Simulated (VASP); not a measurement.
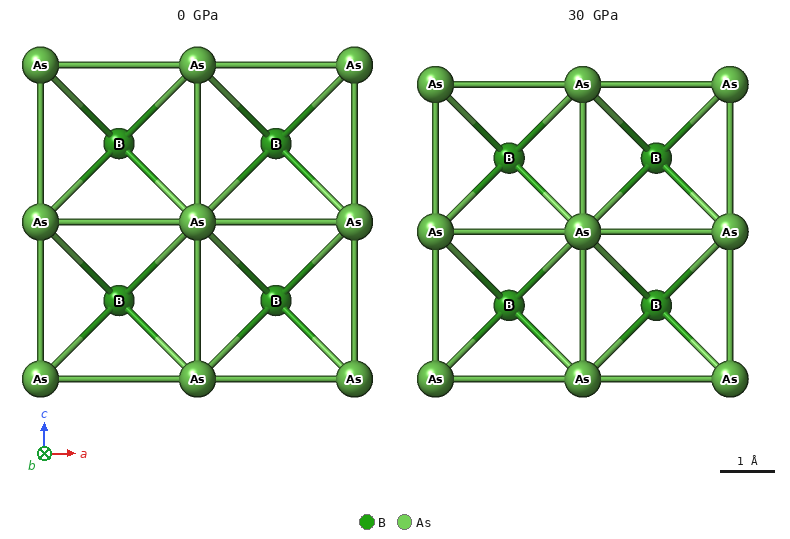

Crystalline BAs (a generated structure, set up in Pm-3m), relaxed (cell and atoms) at several target pressures. The picture shows the first and the last member. Style: ball-and-stick. Shown: the cell of the calculation, repeated 2 × 1 × 2 with one cell outlined, along the b axis.

Computed with VASP 6.6.1: PBE, VASP PAW PBE potentials, recommended. Set-up: plane-wave cutoff 600 eV; k-point mesh 9 × 9 × 9; occupations fermi-dirac; smearing width 0.05 eV; no spin polarisation.

| pressure (GPa) | volume (Å³/atom) | a (Å) |
| --- | --- | --- |
| 0 | 12.705 | 2.940 |
| 2 | 12.452 | 2.920 |
| 5 | ? | ? |
| 10 | 11.696 | 2.860 |
| 20 | 11.008 | 2.803 |
| 30 | 10.490 | 2.758 |

> One row is withheld. What does the calculation give there?

Murnaghan's form V = V₀(1 + B′P/B₀)^(−1/B′), with V₀ = 12.705 Å³ from the row at zero pressure, fits the other rows with B₀ = 99.7 GPa and B′ = 4.42 (largest miss 0.011 Å³). At 5 GPa it gives 12.705 × (1 + 4.42 × 5/99.7)^(−1/4.42) = 12.142 Å³ per atom. The calculation gives 12.135 Å³/atom (a = 2.895 Å). The estimate is 0.007 Å³/atom too high. From the first member to the last: As–As 2.940 → 2.758 Å, As–B 2.546 → 2.389 Å.

The whole series:

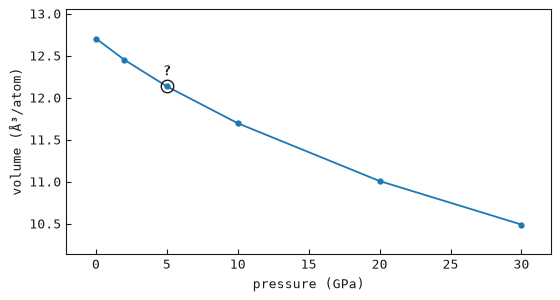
